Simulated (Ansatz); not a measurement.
**Al₂Cu (slab): density, localisation and related maps**

```
CELL_PARAMETERS angstrom
5.74266 0.00000 0.00000
0.00000 5.70219 0.00000
0.00000 0.00000 16.30700
ATOMIC_POSITIONS crystal
Al 0.75000 0.75000 0.14344
Al 0.25000 0.75000 0.14344
Cu 0.00000 0.50000 0.06132
Al 0.25000 0.25000 0.14344
Al 0.75000 0.25000 0.14344
Cu 0.50000 0.00000 0.06132
Al 0.25000 0.75000 0.33318
Al 0.75000 0.75000 0.33318
Cu 0.50000 0.50000 0.23843
Al 0.75000 0.25000 0.33318
Al 0.25000 0.25000 0.33318
Cu 0.00000 0.00000 0.23843
```

Computed without spin polarisation; PAW files of the earlier set (soft_1).

Level of theory: DFT PBE-D3(BJ), scalar-relativistic, plane waves, PAW in Ansatz.

The density is the valence pseudo-density of a PAW calculation; it isn't the true density close to the nuclei.

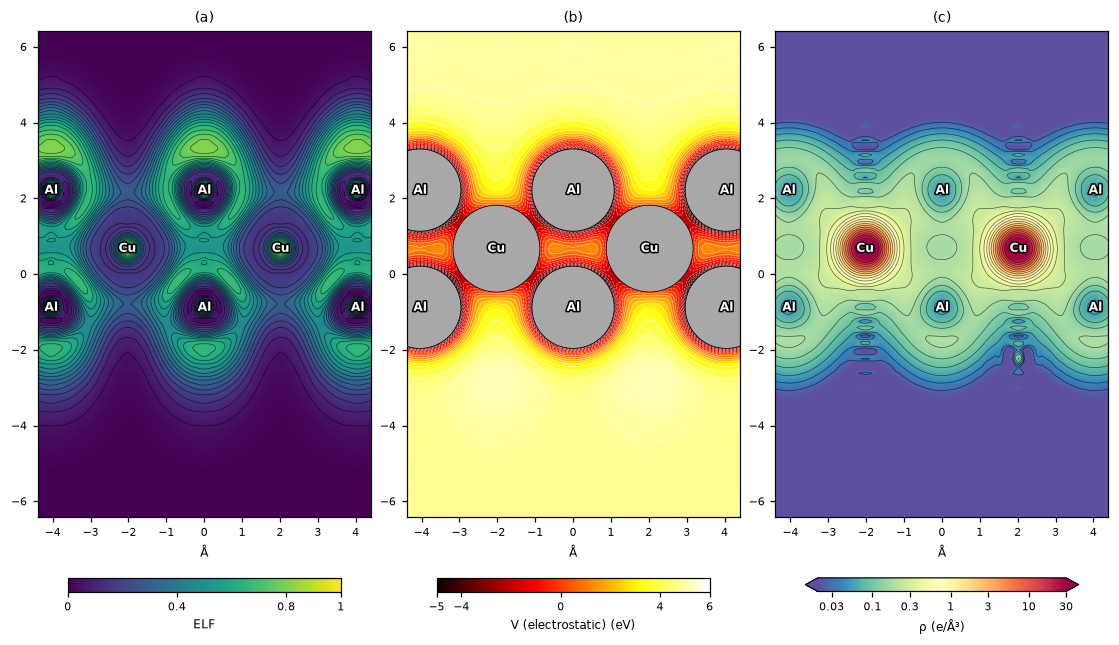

Figure 1. (a) ELF; (b) electrostatic potential energy of an electron; (c) valence charge density (pseudo) on the (11̄0) plane of the calculation cell, a cut from vacuum to vacuum. Grey discs cover the atomic cores in the potential map.

Interpret the plot.

Answer. Atoms in the plane: Al and Cu.
Al–Cu (2.55 Å): ρ is about 0.28 e/Å³ halfway; the ELF peaks at about 0.70 between the atoms.
The density dies away to nearly zero in the vacuum.
The ELF also peaks beside Al, away from the bonds: lone-pair regions.
The features right at Cu lie inside the PAW spheres, where the map follows smoothed inner orbitals and isn't to be read closely.
Outside the cores the potential energy rises away from the atoms and is highest in the vacuum; its zero is arbitrary.

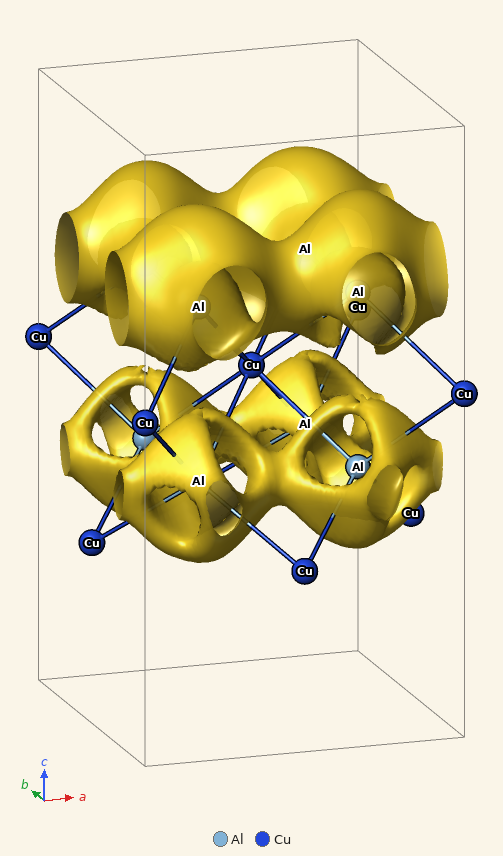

Figure 2. Isosurface of the electron localisation function at 0.6 (yellow), seen slightly off an axis. Only the valence region is drawn (cores and ρ < 0.01 e/Å³ removed). Sticks mark near contacts.

Where are the electrons localised?

Answer. The surface consists of sheets that run through the cell in two directions, counted in one cell of 12 atoms. Counts are for one cell; the picture repeats the cell along the surface.


Al–Cu (2.43 Å): the ELF peaks at about 0.70 between the atoms.

Does the calculation give a band gap?

Answer. It is gapless in this calculation (a metal or semimetal).
